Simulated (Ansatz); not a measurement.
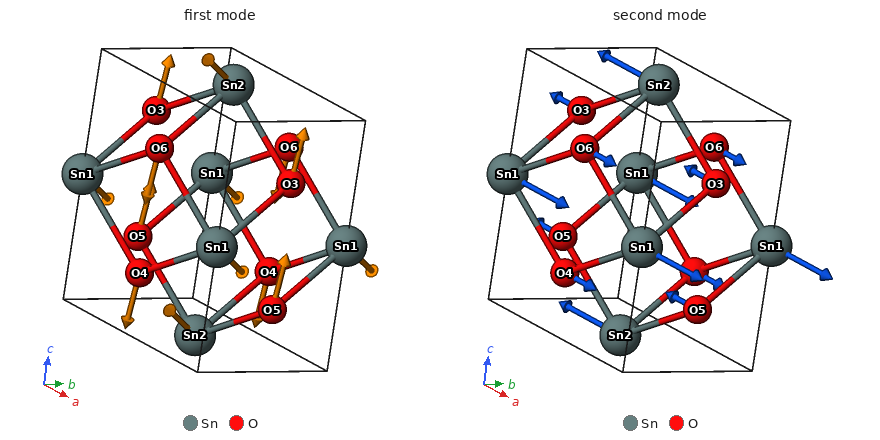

The system is SnO2 (R-3m, No. 166; 6 atoms in the cell); the picture shows the reference structure; its two panels give the patterns of the first and the second mode as arrows. 
- The energy is mapped over two normal modes frozen in (zone-centre modes of the 6-atom cell of this scan, which folds in the wave vector (0, 1/2, 1/2) of the primitive cell).
- The first coordinate is: amplitude of mode 1 (44i cm⁻¹), largest displacement; the second: amplitude of mode 5 (172 cm⁻¹), largest displacement.
- Nothing is relaxed (the cell and all other modes fixed).
- Grid: 11 × 11 points; 36 points were computed and 85 follow by symmetry.
- Points are written as (first, second).
- All energies are given in eV per cell relative to the lowest grid point.
- Method: Ansatz 0.2.0, DFT LDA+D3(BJ), scalar-relativistic, plane waves, PAW. Settings: cutoff 520 eV, k-mesh 8×8×6 in the order of the run's cell vectors, gaussian smearing 0.05 eV, no spin polarisation.

Its coordinates:

```yaml
crystal:
  lattice:
    - [-1.60794, 2.78504, 0.00000]
    - [1.60794, 0.92835, 3.83848]
    - [3.21589, 1.85669, -3.83848]
  atoms:
    - { symbol: Sn, position: [0.00000, 0.00000, 0.50000] }
    - { symbol: Sn, position: [0.50000, 0.50000, 0.00000] }
    - { symbol: O, position: [0.00000, 0.49653, 0.75173] }
    - { symbol: O, position: [0.50000, 0.99653, 0.25173] }
    - { symbol: O, position: [0.00000, 0.50347, 0.24827] }
    - { symbol: O, position: [0.50000, 0.00347, 0.74827] }
```

The input of one point:

```yaml
crystal:
  lattice:
    - [-1.6079433576, 2.7850395911, 0.0]
    - [1.6079433576, 0.9283465304, 3.8384761035]
    - [3.2158867152, 1.8566930607, -3.8384761035]
  atoms:
    - { symbol: Sn, position: [0.0, 0.9533635116, 0.5206858492] }
    - { symbol: Sn, position: [0.5, 0.5466364884, -0.0206858492] }
    - { symbol: O, position: [0.0, 0.4881574147, 0.7106421284] }
    - { symbol: O, position: [0.5, 1.0049058549, 0.2928262368] }
    - { symbol: O, position: [0.0, 0.4950941451, 0.2071737632] }
    - { symbol: O, position: [0.5, 0.0118425853, 0.7893578716] }
basis:
  ecutwfc: 520.0
kpoints:
  mp_grid: { grid: [8, 8, 6] }
hamiltonian:
  xc: lda
  pseudopotentials: { kind: paw, azcp: { folder: soft_1 } }
  dispersion: d3bj
scf:
  occupations: { method: gaussian, width: 0.05 }
output:
  forces: true
  stress: true
  eigenvalues: true
```

Range: amplitude of mode 1 (44i cm⁻¹), largest displacement from −0.431 to 0.431 Å; amplitude of mode 5 (172 cm⁻¹), largest displacement from −0.181 to 0.181 Å.

What landscape does the calculation give?

Answer. The lowest grid point is at (−0.259 Å, 0.000 Å); the map holds 2 wells of about this depth. The reference structure, at (0.000 Å, 0.000 Å), is a saddle of this map. It is the only kind of minimum in the scanned range. Relaxing all atoms from the lowest point lowers the energy by a further 0.012 eV. The highest grid point, (−0.431 Å, −0.181 Å), lies 0.553 eV above the lowest. On the interpolated surface the easiest way out of the lowest well to a well of about the same depth near (0.259 Å, 0.000 Å) passes a barrier of about 0.031 eV. The reference (R-3m) is not the lowest structure on this map: a distortion lowers the energy (space group P2_1/m at the lowest grid point). The gap on the k-mesh is 1.1 eV at the lowest point and runs from 0.6 to 1.4 eV over the map.

```csv
"second ↓, first →",−0.431,−0.345,−0.259,−0.172,−0.086,0.000,0.086,0.172,0.259,0.345,0.431
0.181,0.553,0.464,0.444,0.455,0.471,0.478,0.471,0.455,0.444,0.464,0.553
0.145,0.399,0.306,0.285,0.295,0.311,0.318,0.311,0.295,0.285,0.306,0.399
0.109,0.279,0.183,0.160,0.170,0.185,0.192,0.185,0.170,0.160,0.183,0.279
0.072,0.193,0.095,0.071,0.080,0.096,0.103,0.096,0.080,0.071,0.095,0.193
0.036,0.141,0.043,0.018,0.027,0.042,0.049,0.042,0.027,0.018,0.043,0.141
0.000,0.124,0.025,0.000,0.009,0.024,0.031,0.024,0.009,0.000,0.025,0.124
−0.036,0.141,0.043,0.018,0.027,0.042,0.049,0.042,0.027,0.018,0.043,0.141
−0.072,0.193,0.095,0.071,0.080,0.096,0.103,0.096,0.080,0.071,0.095,0.193
−0.109,0.279,0.183,0.160,0.170,0.185,0.192,0.185,0.170,0.160,0.183,0.279
−0.145,0.399,0.306,0.285,0.295,0.311,0.318,0.311,0.295,0.285,0.306,0.399
−0.181,0.553,0.464,0.444,0.455,0.471,0.478,0.471,0.455,0.444,0.464,0.553
```

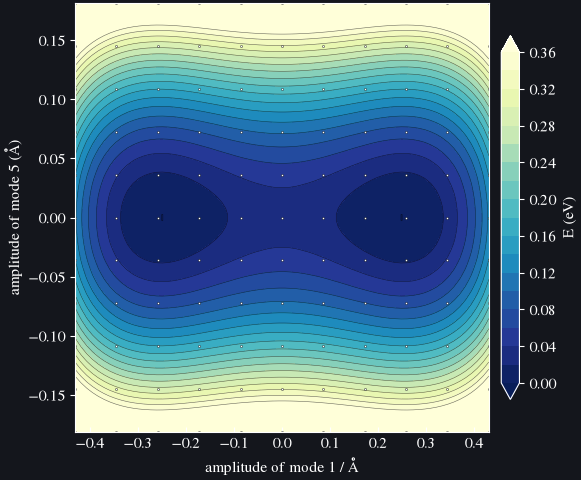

The picture shows filled contours, dots at the grid points, one colour for all values above the top of the scale. Between grid points the surface is interpolated.

Each point was launched as `ansatz run input.yaml --threads 2 --pin off --max-ram 4096MiB --backend cpu --events-out ev --progress --plain --runs-dir out`. The whole map (36 points run) took 18 min on 2 threads of Arm Neoverse N1, on a shared host.
